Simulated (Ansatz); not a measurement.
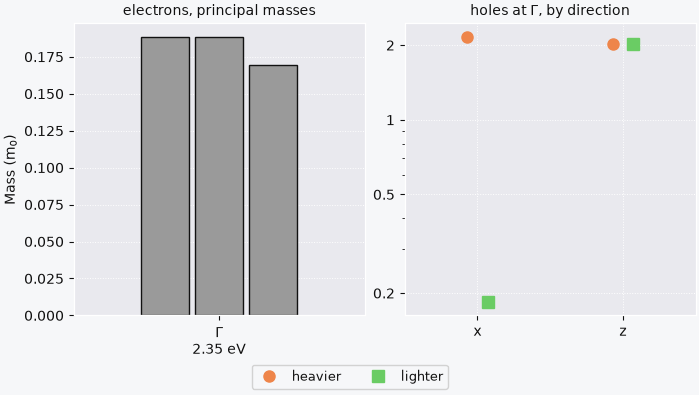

Effective masses at the band extrema of wurtzite GaN, space group P6_3mc (No. 186), 4 atoms in the cell, in a cell relaxed beforehand (a = 3.183 Å, c = 5.184 Å (hexagonal axes)), in units of the free-electron mass, from finite differences of the levels. Left, the three principal masses of each conduction valley, with its energy above the valence top; right, the masses of the bands that meet at the valence top.

Computed with Ansatz 0.2.0: r2SCAN, Ansatz PAW set, no spin polarisation, no spin-orbit coupling, 8×8×4 k mesh, 500 eV cutoff, fixed occupations.

> What are the masses of the lowest valley?

It lies at Γ, 2.35 eV above the valence top, with one mass of 0.17 and two of 0.188. Its 1 equivalent valley gives a density-of-states mass N^(2/3) (m1 m2 m3)^(1/3) = 0.182.

> How do the hole masses depend on direction?

Along x (in the plane) 2.16 and 0.184; along z (along c) 2.03 and 2.03.

Not shown: a further valence band at Γ, 0.036 eV under the top. Spin-orbit coupling would mix bands so close.

The PAW data sets were made with another functional. LDA, GGA and most meta-GGA functionals understate gaps. Without spin-orbit coupling the bands that meet at the top aren't the heavy and light holes of experiment. An understated gap makes light masses too light.
